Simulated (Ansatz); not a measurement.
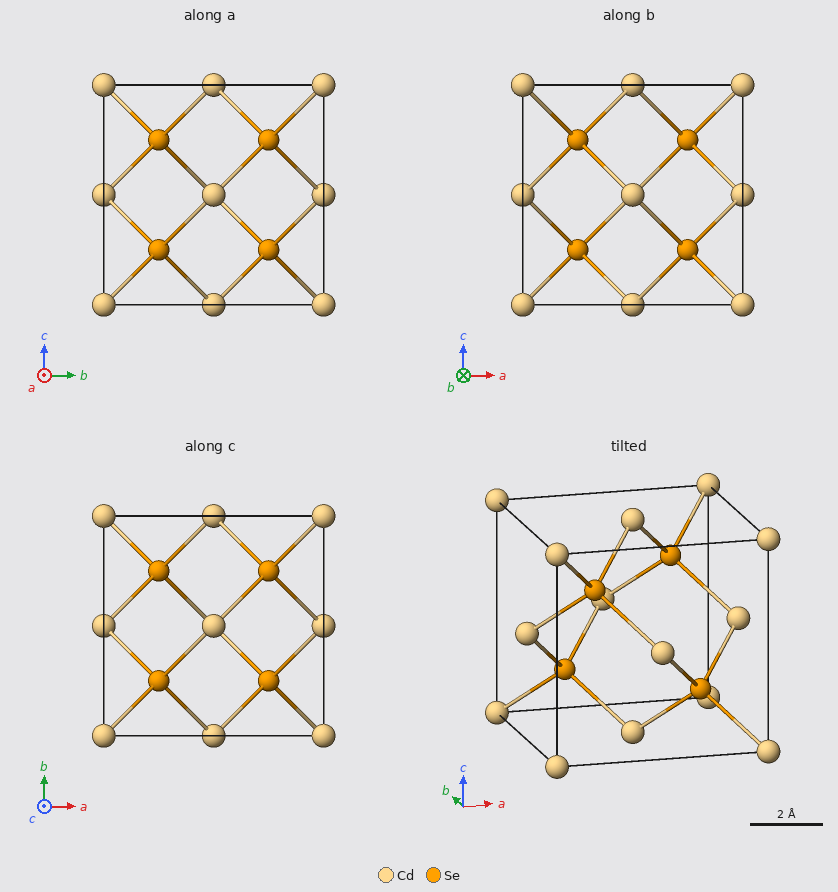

We look at a ball-and-stick model of the crystal along the a axis, along the b axis, along the c axis and slightly off an axis. The wireframe shows the conventional unit cell.

Lattice parameters: a = 6.1356 Å, b = 6.1356 Å, c = 6.1356 Å, α = 90.000°, β = 90.000°, γ = 90.000°.

Write down what is shown as a CIF in P1 with every atom of the cell.

```cif
data_structure
_symmetry_space_group_name_H-M 'P 1'
_symmetry_Int_Tables_number 1
_cell_length_a 6.1356
_cell_length_b 6.1356
_cell_length_c 6.1356
_cell_angle_alpha 90.000
_cell_angle_beta 90.000
_cell_angle_gamma 90.000
_cell_volume 230.97
loop_
_atom_site_label
_atom_site_type_symbol
_atom_site_fract_x
_atom_site_fract_y
_atom_site_fract_z
_atom_site_occupancy
Cd1 Cd 0.0000 0.0000 0.0000 1
Se1 Se 0.2500 0.2500 0.7500 1
Cd2 Cd 0.0000 0.5000 0.5000 1
Se2 Se 0.2500 0.7500 0.2500 1
Cd3 Cd 0.5000 0.0000 0.5000 1
Se3 Se 0.7500 0.2500 0.2500 1
Cd4 Cd 0.5000 0.5000 0.0000 1
Se4 Se 0.7500 0.7500 0.7500 1
```

The model was built from a structure type filled with these elements by a generator (whether the compound takes this form wasn't checked). Earlier steps of the study may have refined or changed the cell and positions. Ansatz was used for an electronic-structure calculation on it.
